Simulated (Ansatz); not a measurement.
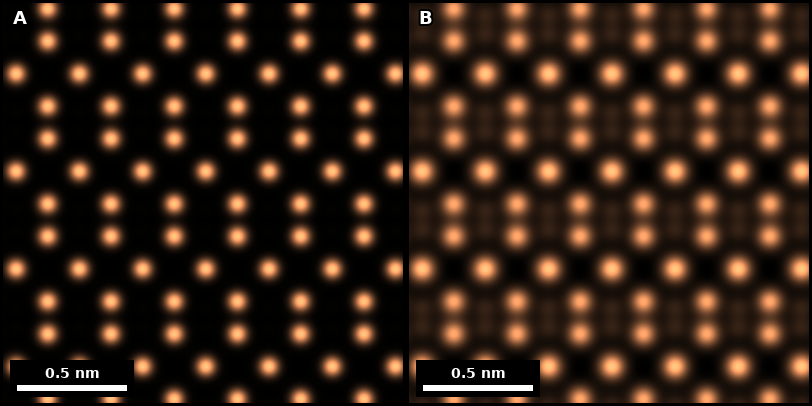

Two simulated images of the same area of TaN (P-62m, No. 189) along [100], with a probe of 0.68 Å. One is incoherent Z contrast (Z^1.8 per atom), the other the projected potential of neutral atoms blurred by the probe (iDPC-like, thin sample). Brightness is counted from the darkest point of the image. Structure used: the end point of a relaxation at a target pressure of 15 GPa with Ansatz 0.2.0, DFT r2SCAN, scalar-relativistic, plane waves, PAW.

Question: Which panel is which, and how can one tell?

Answer: A is the Z-contrast image and B the potential image. The columns of 1 N per repeat reach about 1 % of the brightest peak (1 Ta + 1 N) in A but about 17 % in B, mainly since the potential grows much more slowly with atomic number. The N columns show clearly in B alone.
